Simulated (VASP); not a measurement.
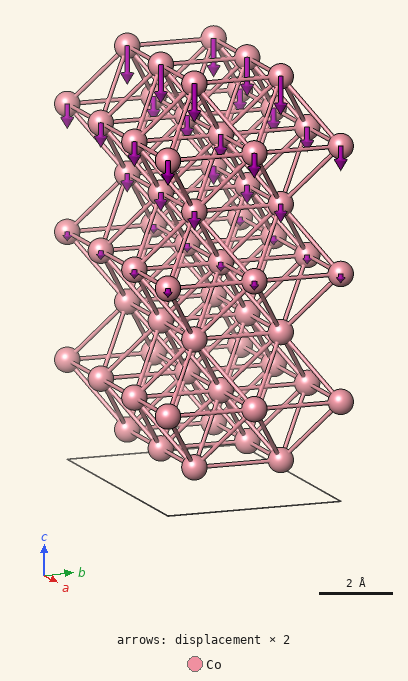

This is a relaxation of a slab of composition Co. The starting structure is drawn; purple arrows show the displacements, 2 times their true length.

A ball-and-stick model of the 3 × 2 repeat of the cell, outlined in the plane, without the vacuum, seen slightly off an axis.

The run lets the atoms move in a fixed cell. 3 atoms are held fixed.

All numbers below come from VASP, Kohn-Sham DFT of a periodic cell, PBE with D3(BJ), VASP PAW PBE potentials, recommended.

Input file:
```
SYSTEM = Co
  PREC = Accurate
  ENCUT = 520
  EDIFF = 1E-6
  ISMEAR = 0
  SIGMA = 0.05
  LREAL = .FALSE.
  LASPH = .TRUE.
  NELM = 120
  ALGO = Normal
  ISIF = 2
  LWAVE = .FALSE.
  LCHARG = .FALSE.
  ISPIN = 2
  MAGMOM = 2 2 2 2 2 2 2
  LORBIT = 11
  LMAXMIX = 4
  LDIPOL = .TRUE.
  IDIPOL = 3
  DIPOL = 0.5 0.5 0.500
  GGA = PE
  IVDW = 12
  IBRION = 2
  NSW = 60
  EDIFFG = -0.01
```

Launched with:
```bash
cat potpaw_PBE.64/Co/POTCAR > POTCAR
mpirun -np 1 vasp_std > vasp.out
```

What did the optimiser do to the structure, and how much energy did it gain?

After 16 geometry steps the energy has fallen by 0.209 eV per cell of the calculation. The largest force component goes from 0.87 to 0.9 eV/Å. The atom that moves furthest is a Co atom (0.55 Å along the normal (−c)). The lattice vectors keep their values. Some distances before and after: Co–Co 2.540 → 2.406 Å, Co–Co 2.540 → 2.447 Å, Co–Co 2.540 → 2.478 Å.
